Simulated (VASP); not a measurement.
# Run report: AlPt, core levels calculation (part 1 of 2)

- system: AlPt (P2₁3, 16 atoms in the cell)
- method: Kohn-Sham DFT of a periodic cell, PBEsol, VASP PAW PBE potentials, recommended, no spin polarisation (VASP 6.6.1)

The structure derives from a Materials Project entry.

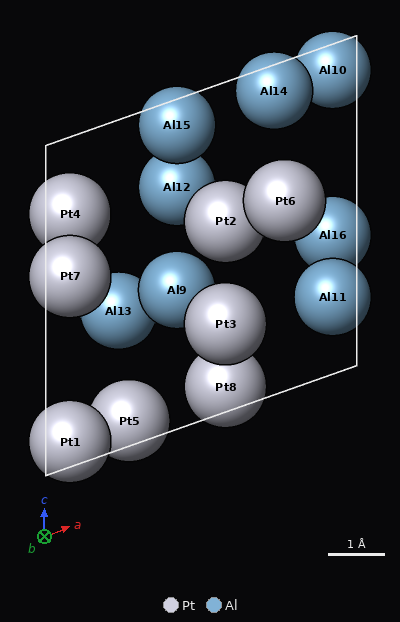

Figure 1. The structure as given in the input (spheres-only view of the cell of the calculation, along the b axis; atoms are numbered from 1 in the order of the input). An atom can appear more than once, as a periodic image.

**INCAR**
```
SYSTEM = AlPt
ALGO = Normal
CLL = 3
CLN = 4
CLNT = 1
CLZ = 1
EDIFF = 1E-6
ENCUT = 520
GGA = PS
ICORELEVEL = 2
ISIF = 2
ISMEAR = 1
KPAR = 4
LASPH = .TRUE.
LCHARG = .FALSE.
LREAL = .FALSE.
LWAVE = .FALSE.
NELECT = 105.0
NELM = 60
PREC = Accurate
SIGMA = 0.1
```

**KPOINTS**
```
k-points
0
G
  3 3 3
  0 0 0
```

**POSCAR**
```
AlPt
1.0
    0.0000000000      4.8789320700      4.8789320700
    4.8789320700      0.0000000000      4.8789320700
    4.8789320700      4.8789320700      0.0000000000
Pt Pt Al
1 7 8
Direct
    0.0775315300      0.0775315300      0.0775315300
    0.5775315300      0.5775315300      0.5775315300
    0.5775315300      0.0775315300      0.2674054100
    0.0775315300      0.5775315300      0.7674054100
    0.2674054100      0.5775315300      0.0775315300
    0.7674054100      0.0775315300      0.5775315300
    0.0775315300      0.2674054100      0.5775315300
    0.5775315300      0.7674054100      0.0775315300
    0.4220160500      0.4220160500      0.4220160500
    0.9220160500      0.9220160500      0.9220160500
    0.9220160500      0.4220160500      0.2339518500
    0.4220160500      0.9220160500      0.7339518500
    0.2339518500      0.9220160500      0.4220160500
    0.7339518500      0.4220160500      0.9220160500
    0.4220160500      0.2339518500      0.9220160500
    0.9220160500      0.7339518500      0.4220160500
```

Run on 4 threads of Intel Xeon (Sapphire Rapids), 176 GiB of memory available, shared host.

Launched with:
```bash
cat potpaw_PBE.64/Pt/POTCAR potpaw_PBE.64/Pt/POTCAR potpaw_PBE.64/Al/POTCAR > POTCAR
mpirun -np 4 vasp_std > vasp.out
```

**OSZICAR**
```
N       E                     dE             d eps       ncg     rms          rms(c)
DAV:   1     0.403039159662E+03    0.40304E+03   -0.49068E+04   756   0.152E+03
DAV:   2    -0.199725410427E+03   -0.60276E+03   -0.57667E+03   846   0.295E+02
DAV:   3    -0.230756628072E+03   -0.31031E+02   -0.30420E+02   880   0.579E+01
DAV:   4    -0.231357039411E+03   -0.60041E+00   -0.59792E+00   896   0.841E+00
DAV:   5    -0.231367925226E+03   -0.10886E-01   -0.10882E-01   860   0.111E+00    0.590E+01
DAV:   6    -0.225203230775E+03    0.61647E+01   -0.39031E+01   842   0.324E+01    0.100E+01
DAV:   7    -0.224618577720E+03    0.58465E+00   -0.38999E+00   834   0.109E+01    0.672E+00
DAV:   8    -0.224463085663E+03    0.15549E+00   -0.28536E-01   889   0.260E+00    0.288E+00
DAV:   9    -0.224440891622E+03    0.22194E-01   -0.35786E-02   888   0.122E+00    0.537E-01
DAV:  10    -0.224440357226E+03    0.53440E-03   -0.50527E-03   881   0.417E-01    0.350E-01
DAV:  11    -0.224440209643E+03    0.14758E-03   -0.83472E-04   880   0.216E-01    0.130E-01
DAV:  12    -0.224440185148E+03    0.24496E-04   -0.33461E-04   841   0.107E-01    0.881E-02
DAV:  13    -0.224440176212E+03    0.89358E-05   -0.65527E-05   848   0.593E-02    0.154E-02
DAV:  14    -0.224440176211E+03    0.11878E-08   -0.74269E-06   841   0.168E-02
   1 F= -.22444018E+03 E0= -.22443837E+03  d E =-.541342E-02
```

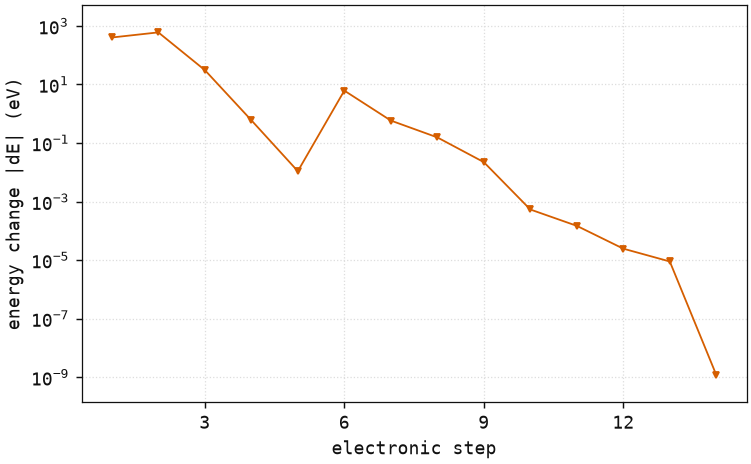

Figure 2. Convergence of the self-consistent field: energy change |dE| against the electronic step. It takes 14 electronic steps. The density is held fixed in the first few steps, and dE rises again when its update begins.

**Parts of OUTCAR**
```
SYSTEM = AlPt
   EDIFF = 1E-6
   ENCUT = 520
   GGA = PS
   ISIF = 2
   ISMEAR = 1
   LASPH = .TRUE.
   LREAL = .FALSE.
   NELECT = 105.0
   NELM = 60
   PREC = Accurate

 ion  position               nearest neighbor table
   1  0.078  0.078  0.078-  12 2.60  14 2.60  16 2.60  11 2.61  15 2.61  13 2.61  10 2.63   6 3.02
                             8 3.02   4 3.02   7 3.02   5 3.02   3 3.02
   2  0.578  0.578  0.578-  11 2.60  13 2.60  15 2.60  14 2.61  12 2.61  16 2.61   9 2.63   5 3.02
                             7 3.02   3 3.02   8 3.02   6 3.02   4 3.02
   3  0.578  0.078  0.267-   9 2.60  13 2.60  16 2.60  14 2.61  15 2.61  10 2.61  12 2.63   8 3.02
                             1 3.02   5 3.02   6 3.02   2 3.02   7 3.02
   4  0.078  0.578  0.767-  10 2.60  14 2.60  15 2.60   9 2.61  13 2.61  16 2.61  11 2.63   7 3.02
                             2 3.02   5 3.02   6 3.02   1 3.02   8 3.02
   5  0.267  0.578  0.078-   9 2.60  12 2.60  15 2.60  10 2.61  11 2.61  16 2.61  14 2.63   4 3.02
                             8 3.02   1 3.02   2 3.02   3 3.02   7 3.02
   6  0.767  0.078  0.578-  10 2.60  11 2.60  16 2.60  12 2.61  15 2.61   9 2.61  13 2.63   3 3.02
                             7 3.02   2 3.02   1 3.02   4 3.02   8 3.02
   7  0.078  0.267  0.578-   9 2.60  11 2.60  14 2.60  12 2.61  13 2.61  10 2.61  16 2.63   6 3.02
                             1 3.02   3 3.02   4 3.02   2 3.02   5 3.02
   8  0.578  0.767  0.078-  10 2.60  12 2.60  13 2.60   9 2.61  11 2.61  14 2.61  15 2.63   5 3.02
                             2 3.02   3 3.02   4 3.02   1 3.02   6 3.02
   9  0.422  0.422  0.422-   3 2.60   5 2.60   7 2.60   6 2.61   4 2.61   8 2.61   2 2.63  11 3.02
                            13 3.02  14 3.02  12 3.02  16 3.02  15 3.02
  10  0.922  0.922  0.922-   4 2.60   6 2.60   8 2.60   3 2.61   7 2.61   5 2.61   1 2.63  12 3.02
                            14 3.02  13 3.02  11 3.02  15 3.02  16 3.02
  11  0.922  0.422  0.234-   2 2.60   6 2.60   7 2.60   1 2.61   5 2.61   8 2.61   4 2.63  10 3.02
                            14 3.02  16 3.02   9 3.02  13 3.02  15 3.02
  12  0.422  0.922  0.734-   1 2.60   5 2.60   8 2.60   6 2.61   7 2.61   2 2.61   3 2.63   9 3.02
                            13 3.02  15 3.02  10 3.02  14 3.02  16 3.02
  13  0.234  0.922  0.422-   2 2.60   3 2.60   8 2.60   4 2.61   7 2.61   1 2.61   6 2.63  10 3.02
                            12 3.02  16 3.02  15 3.02   9 3.02  11 3.02
  14  0.734  0.422  0.922-   1 2.60   4 2.60   7 2.60   2 2.61   3 2.61   8 2.61   5 2.63   9 3.02
                            11 3.02  15 3.02  16 3.02  10 3.02  12 3.02
  15  0.422  0.234  0.922-   2 2.60   4 2.60   5 2.60   1 2.61   3 2.61   6 2.61   8 2.63  10 3.02
                            12 3.02  13 3.02  14 3.02   9 3.02  11 3.02
  16  0.922  0.734  0.422-   1 2.60   3 2.60   6 2.60   4 2.61   5 2.61   2 2.61   7 2.63   9 3.02
                            11 3.02  13 3.02  14 3.02  10 3.02  12 3.02

  LATTYP: Found a face centered cubic cell.
 ALAT       =     9.7578641400

  Lattice vectors:

 A1 = (   0.0000000000,   4.8789320700,   4.8789320700)
 A2 = (   4.8789320700,   0.0000000000,   4.8789320700)
 A3 = (   4.8789320700,   4.8789320700,   0.0000000000)

Analysis of symmetry for initial positions (statically):
=====================================================================
 Subroutine PRICEL returns:
 Original cell was already a primitive cell.

 Routine SETGRP: Setting up the symmetry group for a
 face centered cubic supercell.

 Subroutine GETGRP returns: Found  3 space group operations
 (whereof  3 operations were pure point group operations)
 out of a pool of 48 trial point group operations.

The static configuration has the point symmetry C_3 .

Analysis of symmetry for dynamics (positions and initial velocities):
=====================================================================
 Subroutine PRICEL returns:
 Original cell was already a primitive cell.

 Routine SETGRP: Setting up the symmetry group for a
 face centered cubic supercell.

 Subroutine GETGRP returns: Found  3 space group operations
 (whereof  3 operations were pure point group operations)
 out of a pool of 48 trial point group operations.

The dynamic configuration has the point symmetry C_3 .

 Subroutine INISYM returns: Found  3 space group operations
 (whereof  3 operations are pure point group operations),
 and found     1 'primitive' translations

----------------------------------------------------------------------------------------

                                     Primitive cell

  volume of cell :     232.2760

  direct lattice vectors                    reciprocal lattice vectors
     0.000000000  4.878932070  4.878932070    -0.102481443  0.102481443  0.102481443
     4.878932070  0.000000000  4.878932070     0.102481443 -0.102481443  0.102481443
     4.878932070  4.878932070  0.000000000     0.102481443  0.102481443 -0.102481443

  length of vectors
     6.899851903  6.899851903  6.899851903     0.177503067  0.177503067  0.177503067

  position of ions in fractional coordinates (direct lattice)
     0.077531530  0.077531530  0.077531530
     0.577531530  0.577531530  0.577531530
     0.577531530  0.077531530  0.267405410
     0.077531530  0.577531530  0.767405410
     0.267405410  0.577531530  0.077531530
     0.767405410  0.077531530  0.577531530
     0.077531530  0.267405410  0.577531530
     0.577531530  0.767405410  0.077531530
     0.422016050  0.422016050  0.422016050
     0.922016050  0.922016050  0.922016050
     0.922016050  0.422016050  0.233951850
     0.422016050  0.922016050  0.733951850
     0.233951850  0.922016050  0.422016050
     0.733951850  0.422016050  0.922016050
     0.422016050  0.233951850  0.922016050
     0.922016050  0.733951850  0.422016050

  ion indices of the primitive-cell ions
   primitive index   ion index
                 1           1
                 2           2
                 3           3
                 4           4
                 5           5
                 6           6
                 7           7
                 8           8
                 9           9
                10          10
                11          11
                12          12
                13          13
                14          14
                15          15
                16          16

----------------------------------------------------------------------------------------

 KPOINTS: k-points

Automatic generation of k-mesh.
 Grid dimensions read from file:
 generate k-points for:    3    3    3

 Generating k-lattice:

  Cartesian coordinates                     Fractional coordinates (reciprocal lattice)
    -0.034160481  0.034160481  0.034160481     0.333333333  0.000000000  0.000000000
     0.034160481 -0.034160481  0.034160481     0.000000000  0.333333333  0.000000000
     0.034160481  0.034160481 -0.034160481     0.000000000  0.000000000  0.333333333

  Length of vectors
     0.059167689  0.059167689  0.059167689

  Shift w.r.t. Gamma in fractional coordinates (k-lattice)
     0.000000000  0.000000000  0.000000000

 Subroutine IBZKPT returns following result:
 ===========================================

 Found      6 irreducible k-points:

 Following reciprocal coordinates:
            Coordinates               Weight
  0.000000  0.000000  0.000000      1.000000
  0.333333  0.000000  0.000000      6.000000
  0.333333  0.333333  0.333333      2.000000
  0.333333  0.333333  0.000000      6.000000
 -0.333333  0.333333  0.000000      6.000000
  0.333333  0.333333 -0.333333      6.000000
   k-points           NKPTS =      6   k-points in BZ     NKDIM =      6   number of bands    NBANDS=     63
   number of dos      NEDOS =    301   number of ions     NIONS =     16
   total plane-waves  NPLWV = 157464
   dimension x,y,z NGX =    54 NGY =   54 NGZ =   54
   dimension x,y,z NGXF=   108 NGYF=  108 NGZF=  108
   ions per type =               1   7   8
   NGX,Y,Z   is equivalent  to a cutoff of  13.01, 13.01, 13.01 a.u.
   NGXF,Y,Z  is equivalent  to a cutoff of  26.02, 26.02, 26.02 a.u.
 SYSTEM =  AlPt
   PREC   = accura    normal or accurate (medium, high low for compatibility)
   ISTART =      0    job   : 0-new  1-cont  2-samecut
   ICHARG =      2    charge: 1-file 2-atom 10-const
   ISPIN  =      1    spin polarized calculation?
   LNONCOLLINEAR =      F non collinear calculations
   LSORBIT =      F    spin-orbit coupling
   LASPH  =      T    aspherical Exc in radial PAW
   ENCUT  =  520.0 eV  38.22 Ry    6.18 a.u.  12.83 12.83 12.83*2*pi/ulx,y,z
   NELM   =     60;   NELMIN=  2; NELMDL= -5     # of ELM steps
   EDIFF  = 0.1E-05   stopping-criterion for ELM
   LREAL  =      F    real-space projection
   EDIFFG = 0.1E-04   stopping-criterion for IOM
   NSW    =      0    number of steps for IOM
   IBRION =     -1    ionic relax: 0-MD 1-quasi-New 2-CG
   NFREE  =      0    steps in history (QN), initial steepest desc. (CG)
   ISIF   =      2    stress and relaxation
   ISYM   =      2    0-nonsym 1-usesym 2-fastsym
   POTIM  = 0.5000    time-step for ionic-motion
   TEBEG  =    0.0;   TEEND  =   0.0 temperature during run
   PSTRESS=    0.0 pullay stress
   NELECT =     105.0000    total number of electrons
   NUPDOWN=      -1.0000    fix difference up-down
   EMIN   =  10.00;   EMAX   =-10.00  energy-range for DOS
   EFERMI =   0.00;   METHOD = LEGACY
   ISMEAR =     1;   SIGMA  =   0.10  broadening in eV -4-tet -1-fermi 0-gaus
   EFERMI_NEDOS =   21; number of points for ismear=-14 and -15
   IALGO  =     38    algorithm
   IMIX   =      4    mixing-type and parameters
     AMIX     =   0.40;   BMIX     =  1.00
     AMIX_MAG =   1.60;   BMIX_MAG =  1.00
  volume/ion in A,a.u.               =      14.52        97.97
  Fermi-wavevector in a.u.,A,eV,Ry     =   1.256425  2.374299 21.478201  1.578603
  Thomas-Fermi vector in A             =   2.390133
   LORBIT       =      0    0 simple, 1 ext, 2 COOP (PROOUT), +10 PAW based schemes
   GGA     = PS    functional components
   LHFCALC =     F    Hartree Fock is set to
   AEXX    =    0.0000 exact exchange contribution
   IVDW    =     0    specifies the selected vdW correction
   LEPSILON=     F    determine dielectric tensor
   LRPA    =     F    only Hartree local field effects (RPA)
 non-spin polarized calculation
 Methfessel and Paxton  Order N= 1 SIGMA  =   0.10
  energy-cutoff  :      520.00
  volume of cell :      232.28
 maximum number of plane-waves:      6269
 NGX is ok and might be reduce to    54
   NGX = 25   NGY = 25   NGZ = 25

 number of electron     104.9999999 magnetization

 Free energy of the ion-electron system (eV)
  ---------------------------------------------------
  ext. energy  EPLUGINS =         0.00000000
  ---------------------------------------------------
  free energy    TOTEN  =      -224.44017621 eV

  energy without entropy =     -224.43476279  energy(sigma->0) =     -224.43837174

 the core state eigenenergies are
   1-  1s -78421.8860  2s -13791.8903  2p -11952.1016  3s  -3255.2335  3p  -2719.6418
       3d  -2140.2986  4s   -706.5060  4p   -529.6897  4d   -315.6433  4f    -77.7755
       5s    -95.7396  5p    -47.8799
   2-  1s -78387.9190  2s -13757.5888  2p -11917.8569  3s  -3221.4613  3p  -2685.9620
       3d  -2106.3335  4s   -681.7890  4p   -506.2353  4d   -293.3121  4f    -56.7273
       5s    -88.2499  5p    -42.3879
   3-  1s -78387.9810  2s -13757.6518  2p -11917.9198  3s  -3221.5237  3p  -2686.0244
       3d  -2106.3961  4s   -681.8507  4p   -506.2969  4d   -293.3736  4f    -56.7887
       5s    -88.3099  5p    -42.4469
   4-  1s -78387.9680  2s -13757.6387  2p -11917.9067  3s  -3221.5119  3p  -2686.0126
       3d  -2106.3841  4s   -681.8408  4p   -506.2872  4d   -293.3641  4f    -56.7796
       5s    -88.3043  5p    -42.4433
   5-  1s -78387.9810  2s -13757.6518  2p -11917.9198  3s  -3221.5237  3p  -2686.0244
       3d  -2106.3961  4s   -681.8507  4p   -506.2969  4d   -293.3736  4f    -56.7887
       5s    -88.3099  5p    -42.4469
   6-  1s -78387.9680  2s -13757.6387  2p -11917.9067  3s  -3221.5119  3p  -2686.0126
       3d  -2106.3841  4s   -681.8408  4p   -506.2872  4d   -293.3641  4f    -56.7796
       5s    -88.3043  5p    -42.4433
   7-  1s -78387.9810  2s -13757.6518  2p -11917.9198  3s  -3221.5237  3p  -2686.0244
       3d  -2106.3961  4s   -681.8507  4p   -506.2969  4d   -293.3736  4f    -56.7887
       5s    -88.3099  5p    -42.4469
   8-  1s -78387.9680  2s -13757.6387  2p -11917.9067  3s  -3221.5119  3p  -2686.0126
       3d  -2106.3841  4s   -681.8408  4p   -506.2872  4d   -293.3641  4f    -56.7796
       5s    -88.3043  5p    -42.4433
   9-  1s  -1495.3970  2s    -92.6158  2p    -54.0737
  10-  1s  -1495.4573  2s    -92.6809  2p    -54.1387
  11-  1s  -1495.4920  2s    -92.7180  2p    -54.1758
  12-  1s  -1495.4732  2s    -92.6994  2p    -54.1571
  13-  1s  -1495.4920  2s    -92.7180  2p    -54.1758
  14-  1s  -1495.4732  2s    -92.6994  2p    -54.1571
  15-  1s  -1495.4920  2s    -92.7180  2p    -54.1758
  16-  1s  -1495.4732  2s    -92.6994  2p    -54.1571

 E-fermi :  10.8507     XC(G=0): -12.2745     alpha+bet :-17.1872

 val. band max:       10.4877734255   @ k =   0.3333   0.0000   0.0000
 cond. band min:      10.8597806007   @ k =   0.3333   0.3333   0.0000
 fundamental gap:      0.3720071752
 Fermi energy:        10.8506880737
```
